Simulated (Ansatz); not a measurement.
# TiO₂: geometry relaxation (part 1 of 2)

System: TiO₂ (I4/m, 12 atoms in the cell).
Method: DFT r2SCAN, scalar-relativistic, plane waves, PAW, no spin polarisation (Ansatz 0.2.0).

The structure derives from a Materials Project entry. It belongs to a series of runs on one base structure; here: equal strain along all axes, cell held, atoms relaxed: +4.0 %.

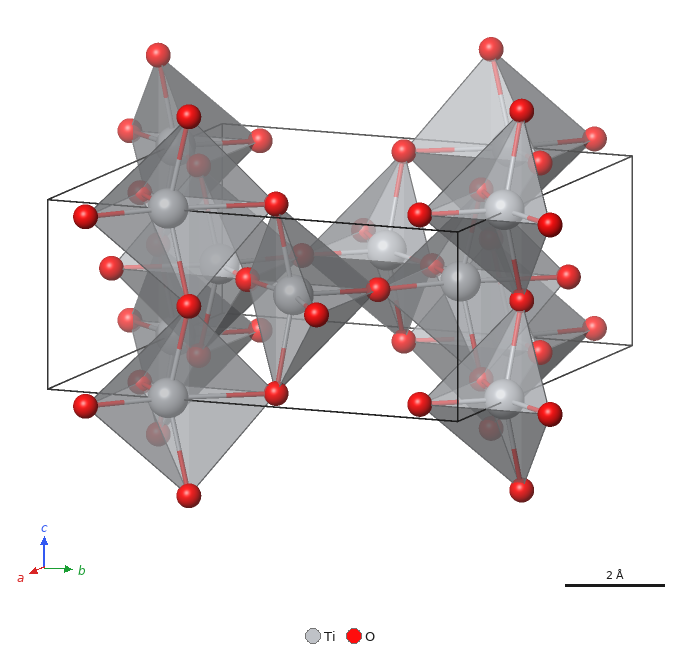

**Figure 1.** The structure as given in the input (polyhedral view of the cell 2 times as large as that of the calculation, set on its symmetry axes, seen slightly off an axis; polyhedra are completed across the faces of the cell).

## Input
```yaml
crystal:
  lattice:
    - [-4.5228588644, 4.5228588644, 1.9561150316]
    - [4.5228588644, -4.5228588644, 1.9561150316]
    - [4.5228588644, 4.5228588644, -1.9561150316]
  atoms:
    - { symbol: Ti, position: [0.2897460753, 0.0097764137, 0.2995224889] }
    - { symbol: Ti, position: [0.0097764137, 0.7102539247, 0.7200303384] }
    - { symbol: Ti, position: [0.9902235863, 0.2897460753, 0.2799696616] }
    - { symbol: Ti, position: [0.7102539247, 0.9902235863, 0.7004775111] }
    - { symbol: O, position: [0.4920846004, 0.152278048, 0.6443626484] }
    - { symbol: O, position: [0.1594581216, 0.8428075311, 0.0022656527] }
    - { symbol: O, position: [0.152278048, 0.5079153996, 0.6601934476] }
    - { symbol: O, position: [0.1571924689, 0.1594581216, 0.3166505905] }
    - { symbol: O, position: [0.8428075311, 0.8405418784, 0.6833494095] }
    - { symbol: O, position: [0.847721952, 0.4920846004, 0.3398065524] }
    - { symbol: O, position: [0.8405418784, 0.1571924689, 0.9977343473] }
    - { symbol: O, position: [0.5079153996, 0.847721952, 0.3556373516] }
basis:
  ecutwfc: 500
kpoints:
  mp_grid: { grid: [8, 8, 8] }
hamiltonian:
  xc: r2scan
scf:
  occupations: { method: gaussian, width: 0.02 }
output:
  forces: true
  stress: true
  eigenvalues: true
relax:
  adjacent_minimum: "off"
  f_tol: 0.008
  max_steps: 40
```

Hardware: 2 threads of Intel Xeon (Granite Rapids), 176 GiB of memory available, shared host.

Launched with:
```bash
ansatz run input.yaml --threads 2 --pin off --max-ram 5120MiB --backend cpu --events-out ev --progress --plain --runs-dir out
```

## The program's output
```
Warning: output.stress: scf.convergence.dr2_threshold = 6.4e-8 eV (the default of a walk held to its f_tol) is looser than the 1.2e-9 eV advised for a printed stress (1e-10 eV for each atom of the cell: 12). What an SCF threshold leaves in a stress goes as its square root, and in the free energy as the threshold itself, and one threshold admits the most on a small cell: of the crystals measured, under no hybrid functional and no lock of the moments, on runs that ended without the residual-converged pass, on stresses that held no estimate of that error, the worst erred by over 100 MPa in a component at 1e-7 eV an atom and by under 5 at 1e-10. Every solve of this run answers to scf.convergence.dr2_threshold, and the tensor of one is reported: a single SCF on the reported geometry and on this run's grids (its basis.xc_grid and basis.ecutrho_ratio typed), with scf.convergence.dr2_threshold at 1.2e-9 eV or tighter, prints it and tightens no other solve. Else set scf.convergence.dr2_threshold to 1.2e-9 eV or tighter. The threshold is an SCF's pass mark: one that does not reach it within its budget of iterations ends unconverged, or closes short of it on a stop that the run arms, and scf.convergence.dr2_threshold's page says what that costs each kind of run
Engine: ansatz 0.2.0, x86_64-unknown-linux-gnu
Pseudopotentials: kind: paw
Pseudopotential: Ti, paw, valence charge 12, recommended cutoff 500 eV (meta_gga), Ti.paw.azcp
Pseudopotential: O, paw, valence charge 6, recommended cutoff 500 eV (meta_gga), O.paw.azcp
Functional definition: r2SCAN
  parameter k0 = 0.174
  parameter k1 = 0.065
  parameter a1 = 4.9479
  exchange = r2scan_x(k0 = k0, k1 = k1, a1 = a1)
  correlation = r2scan_c
Crystal: 12 atoms, lattice volume = 160.059 Å³
Basis set: ecut = 500 eV, 4067 PW (Γ), exchange–correlation on 200×200×200 points (64 copies of the dense FFT grid, shifted against one another)
Bands: 60, of which v1, the nominal top of the filled ones, is band 48 counted from 1 (47 counted from 0)
Symmetry: 8 space group operations
Space group: I4/m (ITA 87), of the structure as read, at distance tolerance 5.4e-5 Å
k-points: 78 of 512
Non-local potential: Ti, projectors of the file, l = 0: 3, l = 1: 2, l = 2: 3, l = 3: 1
Non-local potential: O, projectors of the file, l = 0: 2, l = 1: 2, l = 2: 1
PAW form: soft (Blöchl's): semilocal exchange-correlation on the pseudo side does not see the compensation charge
PAW frozen core: Ti, regenerated for the run's functional (the file was generated under x = pbe(κ = 0.804, μ = 0.2195149727645171), c = pbe(β = 0.06672455060314922))
PAW frozen core: O, regenerated for the run's functional (the file was generated under x = pbe(κ = 0.804, μ = 0.2195149727645171), c = pbe(β = 0.06672455060314922))
PAW one-centre angular grid: Ti, 590 points (default); XC on 160 Gauss nodes
PAW one-centre angular grid: O, 302 points (default); XC on 160 Gauss nodes
Initial density: superposition of atomic densities (neutral atoms: chi_scale 0, normalization atom), corrected by the library's trained network
Initial wavefunctions: pseudopotential atomic-orbital guess
Functional: x = r2scan, c = r2scan; τ floored in thin density (d = 2e-4 eV/Å³)
SCF iter   1: F=—  HF=-14583.696869 eV  |F-HF|=—  |Δ(HF+E_count)|=         —  Δρ=2.44e-2  dr2=1.16e0  dr2_τ=6.29e-1  ethr=1.77e-3  ⟨swp⟩=5.0  Hψ=17509  notcnv=0  defer=1
preconditioner: auto → Resta (q_TF=auto, 2.505 Å⁻¹)  ε∞=6.3  [insulator: Δε(μ)=2.605 eV  Ē_g=10.179 eV  σ=0.020 eV  W_gap=1.00  n_scr=44 (ndim 8)  ℏωp=23.5 eV  f_vac=0.134  D(μ)=0.00/eV (n_scr^D=0)  ε∞_Penn≈6.3]
SCF iter   2: F=—  HF=-14583.717831 eV  |F-HF|=—  |Δ(HF+E_count)|=   2.10e-2  Δρ=1.56e-2  dr2=2.80e-1  dr2_τ=8.38e-2  ethr=1.21e-3  ⟨swp⟩=2.9  Hψ=9475  notcnv=0  defer=459
SCF iter   3: F=—  HF=-14583.679305 eV  |F-HF|=—  |Δ(HF+E_count)|=   3.85e-2  Δρ=3.91e-3  dr2=1.66e-2  dr2_τ=1.35e-3  ethr=2.92e-4  ⟨swp⟩=2.0  Hψ=6570  notcnv=0  defer=459
SCF iter   4: F=—  HF=-14583.678474 eV  |F-HF|=—  |Δ(HF+E_count)|=   8.31e-4  Δρ=1.47e-3  dr2=2.65e-3  dr2_τ=4.68e-4  ethr=1.73e-5  ⟨swp⟩=2.0  Hψ=6570  notcnv=0  defer=459
SCF iter   5: F=—  HF=-14583.678561 eV  |F-HF|=—  |Δ(HF+E_count)|=   8.66e-5  Δρ=4.57e-4  dr2=2.56e-4  dr2_τ=4.89e-5  ethr=2.76e-6  ⟨swp⟩=2.0  Hψ=6494  notcnv=0  defer=459
SCF iter   6: F=—  HF=-14583.678879 eV  |F-HF|=—  |Δ(HF+E_count)|=   3.19e-4  Δρ=1.84e-4  dr2=7.55e-5  dr2_τ=3.51e-6  ethr=2.67e-7  ⟨swp⟩=2.9  Hψ=9677  notcnv=0  defer=459
SCF iter   7: F=—  HF=-14583.678882 eV  |F-HF|=—  |Δ(HF+E_count)|=   2.46e-6  Δρ=4.09e-5  dr2=4.87e-6  dr2_τ=1.93e-7  ethr=7.86e-8  ⟨swp⟩=2.0  Hψ=6025  notcnv=0  defer=459
SCF iter   8: F=-14583.678884 eV  HF=-14583.678884 eV  |F-HF|=7.08e-8  |Δ(HF+E_count)|=   2.53e-6  Δρ=2.04e-5  dr2=1.25e-6  dr2_τ=2.66e-8  ethr=1.67e-9  ⟨swp⟩=10.1  Hψ=19354  notcnv=0
SCF 1 converged in 8 iterations: F = -14583.678884 eV  dr2 = 1.25e-6
  greatest PAW one-centre occupation: 0.999 electrons in one spin orbital (limit 2), on the Ti atom at site 3 (counted from 0), in its partial waves of l = 0
relax step   1: F+E_penalty+E_count = -14583.67888430 eV  Δ(F+E_penalty+E_count) = +0.000e0 eV  max|allowed force component| = 4.978e-1 eV/Å  Δτ_max = 0.0000 Å  (8 SCF iters, dr2 threshold 1.60e-6 eV, accepted)
Initial density: handed on by an earlier stage of this run
Initial wavefunctions: those handed on with the density
iter 1 solved again at ethr=5.26e-6 eV; its pass at ethr=3.10e-3 eV (dr2=5.05e-3 eV) is discarded
SCF iter   1: F=—  HF=-14583.670950 eV  |F-HF|=—  |Δ(HF+E_count)|=         —  Δρ=2.84e-3  dr2=5.22e-3  dr2_τ=1.96e-1  ethr=5.26e-6  ⟨swp⟩=2.0  Hψ=14027  notcnv=0  defer=463
preconditioner: auto → Resta (q_TF=auto, 2.505 Å⁻¹)  ε∞=6.8  [insulator: Δε(μ)=2.233 eV  Ē_g=9.776 eV  σ=0.020 eV  W_gap=1.00  n_scr=44 (ndim 8)  ℏωp=23.5 eV  f_vac=0.134  D(μ)=0.00/eV (n_scr^D=0)  ε∞_Penn≈6.8]
SCF iter   2: F=—  HF=-14583.703793 eV  |F-HF|=—  |Δ(HF+E_count)|=   3.28e-2  Δρ=1.52e-3  dr2=1.77e-3  dr2_τ=2.34e-4  ethr=5.26e-6  ⟨swp⟩=2.0  Hψ=8434  notcnv=0  defer=463
SCF iter   3: F=—  HF=-14583.704151 eV  |F-HF|=—  |Δ(HF+E_count)|=   3.58e-4  Δρ=5.50e-4  dr2=3.64e-4  dr2_τ=6.71e-5  ethr=1.84e-6  ⟨swp⟩=2.0  Hψ=6075  notcnv=0  defer=463
SCF iter   4: F=—  HF=-14583.704210 eV  |F-HF|=—  |Δ(HF+E_count)|=   5.90e-5  Δρ=2.54e-4  dr2=8.40e-5  dr2_τ=1.25e-5  ethr=3.79e-7  ⟨swp⟩=2.0  Hψ=6712  notcnv=0  defer=463
SCF iter   5: F=—  HF=-14583.704216 eV  |F-HF|=—  |Δ(HF+E_count)|=   6.11e-6  Δρ=1.10e-4  dr2=1.37e-5  dr2_τ=1.48e-6  ethr=1.61e-8  ⟨swp⟩=8.8  Hψ=20739  notcnv=0
SCF iter   6: F=-14583.704224 eV  HF=-14583.704225 eV  |F-HF|=1.23e-6  |Δ(HF+E_count)|=   9.53e-6  Δρ=6.59e-5  dr2=6.27e-6  dr2_τ=6.80e-7  ethr=1.42e-8  ⟨swp⟩=5.4  Hψ=17086  notcnv=0
SCF 2 converged in 6 iterations: F = -14583.704224 eV  dr2 = 6.27e-6
relax step   2: F+E_penalty+E_count = -14583.70422399 eV  Δ(F+E_penalty+E_count) = -2.534e-2 eV  max|allowed force component| = 1.759e-1 eV/Å  Δτ_max = 0.0214 Å  (6 SCF iters, dr2 threshold 1.55e-5 eV, accepted)
SCF iter   1: F=—  HF=-14583.702265 eV  |F-HF|=—  |Δ(HF+E_count)|=         —  Δρ=1.96e-3  dr2=3.53e-3  dr2_τ=8.66e-2  ethr=2.50e-5  ⟨swp⟩=3.0  Hψ=10268  notcnv=0  defer=464
preconditioner: auto → Resta (q_TF=auto, 2.505 Å⁻¹)  ε∞=6.7  [insulator: Δε(μ)=2.305 eV  Ē_g=9.803 eV  σ=0.020 eV  W_gap=1.00  n_scr=44 (ndim 8)  ℏωp=23.5 eV  f_vac=0.132  D(μ)=0.00/eV (n_scr^D=0)  ε∞_Penn≈6.7]
SCF iter   2: F=—  HF=-14583.712074 eV  |F-HF|=—  |Δ(HF+E_count)|=   9.81e-3  Δρ=1.05e-3  dr2=1.26e-3  dr2_τ=1.14e-4  ethr=3.68e-6  ⟨swp⟩=2.0  Hψ=9223  notcnv=0  defer=464
SCF iter   3: F=—  HF=-14583.712392 eV  |F-HF|=—  |Δ(HF+E_count)|=   3.18e-4  Δρ=6.59e-4  dr2=6.74e-4  dr2_τ=7.61e-5  ethr=1.31e-6  ⟨swp⟩=2.0  Hψ=6499  notcnv=0  defer=464
SCF iter   4: F=—  HF=-14583.712352 eV  |F-HF|=—  |Δ(HF+E_count)|=   3.95e-5  Δρ=2.30e-4  dr2=7.12e-5  dr2_τ=1.39e-5  ethr=7.02e-7  ⟨swp⟩=2.0  Hψ=6067  notcnv=0  defer=464
SCF iter   5: F=—  HF=-14583.712368 eV  |F-HF|=—  |Δ(HF+E_count)|=   1.58e-5  Δρ=8.44e-5  dr2=8.23e-6  dr2_τ=8.34e-7  ethr=7.42e-8  ⟨swp⟩=2.0  Hψ=6460  notcnv=0  defer=464
SCF iter   6: F=—  HF=-14583.712375 eV  |F-HF|=—  |Δ(HF+E_count)|=   7.38e-6  Δρ=4.27e-5  dr2=2.64e-6  dr2_τ=2.97e-7  ethr=2.02e-9  ⟨swp⟩=9.4  Hψ=20037  notcnv=0
SCF iter   7: F=-14583.712377 eV  HF=-14583.712377 eV  |F-HF|=2.93e-7  |Δ(HF+E_count)|=   1.50e-6  Δρ=8.90e-6  dr2=1.46e-7  dr2_τ=5.74e-9  ethr=2.02e-9  ⟨swp⟩=4.9  Hψ=15053  notcnv=0
SCF 3 converged in 7 iterations: F = -14583.712377 eV  dr2 = 1.46e-7
relax step   3: F+E_penalty+E_count = -14583.71237724 eV  Δ(F+E_penalty+E_count) = -8.153e-3 eV  max|allowed force component| = 1.330e-1 eV/Å  Δτ_max = 0.0157 Å  (7 SCF iters, dr2 threshold 1.93e-6 eV, accepted)
SCF iter   1: F=—  HF=-14583.670522 eV  |F-HF|=—  |Δ(HF+E_count)|=         —  Δρ=3.89e-3  dr2=1.63e-2  dr2_τ=1.75e-1  ethr=5.72e-5  ⟨swp⟩=4.0  Hψ=11040  notcnv=0  defer=477
preconditioner: auto → Resta (q_TF=auto, 2.505 Å⁻¹)  ε∞=6.7  [insulator: Δε(μ)=2.347 eV  Ē_g=9.819 eV  σ=0.020 eV  W_gap=1.00  n_scr=44 (ndim 8)  ℏωp=23.5 eV  f_vac=0.134  D(μ)=0.00/eV (n_scr^D=0)  ε∞_Penn≈6.7]
SCF iter   2: F=—  HF=-14583.724611 eV  |F-HF|=—  |Δ(HF+E_count)|=   5.41e-2  Δρ=2.07e-3  dr2=4.36e-3  dr2_τ=5.90e-4  ethr=1.70e-5  ⟨swp⟩=2.0  Hψ=9585  notcnv=0  defer=477
SCF iter   3: F=—  HF=-14583.724083 eV  |F-HF|=—  |Δ(HF+E_count)|=   5.28e-4  Δρ=1.15e-3  dr2=1.78e-3  dr2_τ=2.10e-4  ethr=4.54e-6  ⟨swp⟩=2.0  Hψ=6909  notcnv=0  defer=477
SCF iter   4: F=—  HF=-14583.724110 eV  |F-HF|=—  |Δ(HF+E_count)|=   2.67e-5  Δρ=2.54e-4  dr2=6.94e-5  dr2_τ=1.10e-5  ethr=1.85e-6  ⟨swp⟩=2.0  Hψ=6234  notcnv=0  defer=477
SCF iter   5: F=—  HF=-14583.724127 eV  |F-HF|=—  |Δ(HF+E_count)|=   1.66e-5  Δρ=1.24e-4  dr2=1.58e-5  dr2_τ=1.65e-6  ethr=7.23e-8  ⟨swp⟩=2.0  Hψ=6343  notcnv=0  defer=477
SCF iter   6: F=—  HF=-14583.724133 eV  |F-HF|=—  |Δ(HF+E_count)|=   6.34e-6  Δρ=5.14e-5  dr2=3.54e-6  dr2_τ=5.41e-7  ethr=1.64e-8  ⟨swp⟩=2.0  Hψ=6690  notcnv=0  defer=477
SCF iter   7: F=-14583.724133 eV  HF=-14583.724133 eV  |F-HF|=1.54e-7  |Δ(HF+E_count)|=   1.78e-7  Δρ=1.41e-5  dr2=1.65e-7  dr2_τ=1.59e-8  ethr=2.30e-9  ⟨swp⟩=9.7  Hψ=19140  notcnv=0
SCF 4 converged in 7 iterations: F = -14583.724133 eV  dr2 = 1.65e-7
relax step   4: F+E_penalty+E_count = -14583.72413297 eV  Δ(F+E_penalty+E_count) = -1.176e-2 eV  max|allowed force component| = 1.196e-1 eV/Å  Δτ_max = 0.0234 Å  (7 SCF iters, dr2 threshold 2.21e-6 eV, accepted)
SCF iter   1: F=—  HF=-14583.323357 eV  |F-HF|=—  |Δ(HF+E_count)|=         —  Δρ=1.22e-2  dr2=1.97e-1  dr2_τ=1.60e0  ethr=1.63e-3  ⟨swp⟩=4.0  Hψ=10016  notcnv=0  defer=516
preconditioner: auto → Resta (q_TF=auto, 2.505 Å⁻¹)  ε∞=6.6  [insulator: Δε(μ)=2.705 eV  Ē_g=9.920 eV  σ=0.020 eV  W_gap=1.00  n_scr=44 (ndim 8)  ℏωp=23.5 eV  f_vac=0.135  D(μ)=0.00/eV (n_scr^D=0)  ε∞_Penn≈6.6]
SCF iter   2: F=—  HF=-14583.723499 eV  |F-HF|=—  |Δ(HF+E_count)|=   4.00e-1  Δρ=6.96e-3  dr2=5.67e-2  dr2_τ=7.80e-3  ethr=2.05e-4  ⟨swp⟩=2.0  Hψ=9234  notcnv=0  defer=516
SCF iter   3: F=—  HF=-14583.715695 eV  |F-HF|=—  |Δ(HF+E_count)|=   7.80e-3  Δρ=3.78e-3  dr2=2.13e-2  dr2_τ=2.53e-3  ethr=5.90e-5  ⟨swp⟩=2.0  Hψ=6769  notcnv=0  defer=516
SCF iter   4: F=—  HF=-14583.712617 eV  |F-HF|=—  |Δ(HF+E_count)|=   3.08e-3  Δρ=8.38e-4  dr2=7.73e-4  dr2_τ=1.14e-4  ethr=2.22e-5  ⟨swp⟩=2.1  Hψ=6465  notcnv=0  defer=516
SCF iter   5: F=—  HF=-14583.713114 eV  |F-HF|=—  |Δ(HF+E_count)|=   4.97e-4  Δρ=4.16e-4  dr2=1.84e-4  dr2_τ=2.28e-5  ethr=8.05e-7  ⟨swp⟩=2.0  Hψ=6346  notcnv=0  defer=516
SCF iter   6: F=—  HF=-14583.713172 eV  |F-HF|=—  |Δ(HF+E_count)|=   5.73e-5  Δρ=1.71e-4  dr2=4.32e-5  dr2_τ=6.89e-6  ethr=1.92e-7  ⟨swp⟩=2.0  Hψ=6660  notcnv=0  defer=516
SCF iter   7: F=-14583.713174 eV  HF=-14583.713172 eV  |F-HF|=2.09e-6  |Δ(HF+E_count)|=   4.05e-7  Δρ=4.76e-5  dr2=2.49e-6  dr2_τ=2.06e-7  ethr=8.50e-9  ⟨swp⟩=10.2  Hψ=20981  notcnv=0
SCF 5 converged in 7 iterations: F = -14583.713174 eV  dr2 = 2.49e-6
relax step   5: F+E_penalty+E_count = -14583.71317414 eV  Δ(F+E_penalty+E_count) = +1.096e-2 eV  max|allowed force component| = 2.537e-1 eV/Å  Δτ_max = 0.0631 Å  (7 SCF iters, dr2 threshold 8.16e-6 eV, rejected (line search))
SCF iter   1: F=—  HF=-14583.621191 eV  |F-HF|=—  |Δ(HF+E_count)|=         —  Δρ=6.89e-3  dr2=6.57e-2  dr2_τ=4.68e-1  ethr=5.85e-4  ⟨swp⟩=3.4  Hψ=9602  notcnv=0  defer=503
preconditioner: auto → Resta (q_TF=auto, 2.505 Å⁻¹)  ε∞=6.6  [insulator: Δε(μ)=2.621 eV  Ē_g=9.941 eV  σ=0.020 eV  W_gap=1.00  n_scr=44 (ndim 8)  ℏωp=23.5 eV  f_vac=0.134  D(μ)=0.00/eV (n_scr^D=0)  ε∞_Penn≈6.6]
SCF iter   2: F=—  HF=-14583.737380 eV  |F-HF|=—  |Δ(HF+E_count)|=   1.16e-1  Δρ=4.01e-3  dr2=1.92e-2  dr2_τ=2.90e-3  ethr=6.84e-5  ⟨swp⟩=2.0  Hψ=9247  notcnv=0  defer=503
SCF iter   3: F=—  HF=-14583.734653 eV  |F-HF|=—  |Δ(HF+E_count)|=   2.73e-3  Δρ=2.08e-3  dr2=6.41e-3  dr2_τ=7.07e-4  ethr=2.00e-5  ⟨swp⟩=2.0  Hψ=6809  notcnv=0  defer=503
SCF iter   4: F=—  HF=-14583.733664 eV  |F-HF|=—  |Δ(HF+E_count)|=   9.90e-4  Δρ=4.51e-4  dr2=2.02e-4  dr2_τ=2.90e-5  ethr=6.68e-6  ⟨swp⟩=2.0  Hψ=6578  notcnv=0  defer=503
SCF iter   5: F=—  HF=-14583.733740 eV  |F-HF|=—  |Δ(HF+E_count)|=   7.66e-5  Δρ=1.92e-4  dr2=4.06e-5  dr2_τ=4.73e-6  ethr=2.10e-7  ⟨swp⟩=2.8  Hψ=7297  notcnv=0  defer=503
SCF iter   6: F=—  HF=-14583.734016 eV  |F-HF|=—  |Δ(HF+E_count)|=   2.76e-4  Δρ=8.49e-5  dr2=1.03e-5  dr2_τ=1.50e-6  ethr=4.23e-8  ⟨swp⟩=2.0  Hψ=6673  notcnv=0  defer=503
SCF iter   7: F=—  HF=-14583.734016 eV  |F-HF|=—  |Δ(HF+E_count)|=   6.55e-7  Δρ=2.48e-5  dr2=7.64e-7  dr2_τ=7.17e-8  ethr=1.08e-8  ⟨swp⟩=2.0  Hψ=6655  notcnv=0  defer=503
SCF iter   8: F=-14583.734016 eV  HF=-14583.734016 eV  |F-HF|=3.19e-8  |Δ(HF+E_count)|=   5.30e-7  Δρ=6.36e-6  dr2=7.57e-8  dr2_τ=4.92e-9  ethr=1.04e-10  ⟨swp⟩=9.2  Hψ=20421  notcnv=0
SCF 6 converged in 8 iterations: F = -14583.734016 eV  dr2 = 7.57e-8
  greatest PAW one-centre occupation: 0.999 electrons in one spin orbital (limit 2), on the Ti atom at site 2 (counted from 0), in its partial waves of l = 0
relax step   6: F+E_penalty+E_count = -14583.73401612 eV  Δ(F+E_penalty+E_count) = -9.883e-3 eV  max|allowed force component| = 8.639e-3 eV/Å  Δτ_max = 0.0289 Å  (8 SCF iters, dr2 threshold 1.00e-7 eV, accepted)
SCF iter   1: F=—  HF=-14583.733749 eV  |F-HF|=—  |Δ(HF+E_count)|=         —  Δρ=9.19e-5  dr2=6.16e-6  dr2_τ=2.19e-4  ethr=4.21e-7  ⟨swp⟩=2.0  Hψ=7874  notcnv=0
preconditioner: auto → Resta (q_TF=auto, 2.505 Å⁻¹)  ε∞=6.6  [insulator: Δε(μ)=2.564 eV  Ē_g=9.896 eV  σ=0.020 eV  W_gap=1.00  n_scr=44 (ndim 8)  ℏωp=23.5 eV  f_vac=0.134  D(μ)=0.00/eV (n_scr^D=0)  ε∞_Penn≈6.6]
SCF iter   2: F=—  HF=-14583.734035 eV  |F-HF|=—  |Δ(HF+E_count)|=   2.86e-4  Δρ=5.07e-5  dr2=2.40e-6  dr2_τ=2.86e-7  ethr=6.41e-9  ⟨swp⟩=2.0  Hψ=8814  notcnv=0
SCF iter   3: F=—  HF=-14583.734036 eV  |F-HF|=—  |Δ(HF+E_count)|=   2.64e-7  Δρ=2.99e-5  dr2=1.51e-6  dr2_τ=1.57e-7  ethr=2.50e-9  ⟨swp⟩=2.0  Hψ=6396  notcnv=0
SCF iter   4: F=—  HF=-14583.734036 eV  |F-HF|=—  |Δ(HF+E_count)|=   1.11e-7  Δρ=9.38e-6  dr2=1.16e-7  dr2_τ=2.05e-8  ethr=1.57e-9  ⟨swp⟩=2.0  Hψ=6032  notcnv=0
SCF iter   5: F=-14583.734036 eV  HF=-14583.734036 eV  |F-HF|=9.06e-9  |Δ(HF+E_count)|=   2.61e-8  Δρ=4.03e-6  dr2=2.06e-8  dr2_τ=2.26e-9  ethr=6.67e-11  ⟨swp⟩=7.0  Hψ=17271  notcnv=0
SCF 7 converged in 5 iterations: F = -14583.734036 eV  dr2 = 2.06e-8
relax step   7: F+E_penalty+E_count = -14583.73403563 eV  Δ(F+E_penalty+E_count) = -1.951e-5 eV  max|allowed force component| = 1.311e-3 eV/Å  Δτ_max = 0.0007 Å  (5 SCF iters, accepted)
iter 1 solved again at ethr=2.13e-11 eV; its pass at ethr=3.10e-3 eV (dr2=2.04e-8 eV) is discarded
SCF iter   1: F=—  HF=-14583.734036 eV  |F-HF|=—  |Δ(HF+E_count)|=         —  Δρ=4.03e-6  dr2=2.06e-8  dr2_τ=2.26e-9  ethr=2.13e-11  ⟨swp⟩=1.0  Hψ=12967  notcnv=0
preconditioner: auto → Resta (q_TF=auto, 2.505 Å⁻¹)  ε∞=6.6  [insulator: Δε(μ)=2.563 eV  Ē_g=9.896 eV  σ=0.020 eV  W_gap=1.00  n_scr=44 (ndim 8)  ℏωp=23.5 eV  f_vac=0.134  D(μ)=0.00/eV (n_scr^D=0)  ε∞_Penn≈6.6]
SCF iter   2: F=-14583.734036 eV  HF=-14583.734036 eV  |F-HF|=4.65e-9  |Δ(HF+E_count)|=   6.78e-9  Δρ=2.30e-6  dr2=9.90e-9  dr2_τ=6.00e-10  ethr=2.13e-11  ⟨swp⟩=4.0  Hψ=12668  notcnv=0
SCF 8 converged in 2 iterations: F = -14583.734036 eV  dr2 = 9.90e-9
```
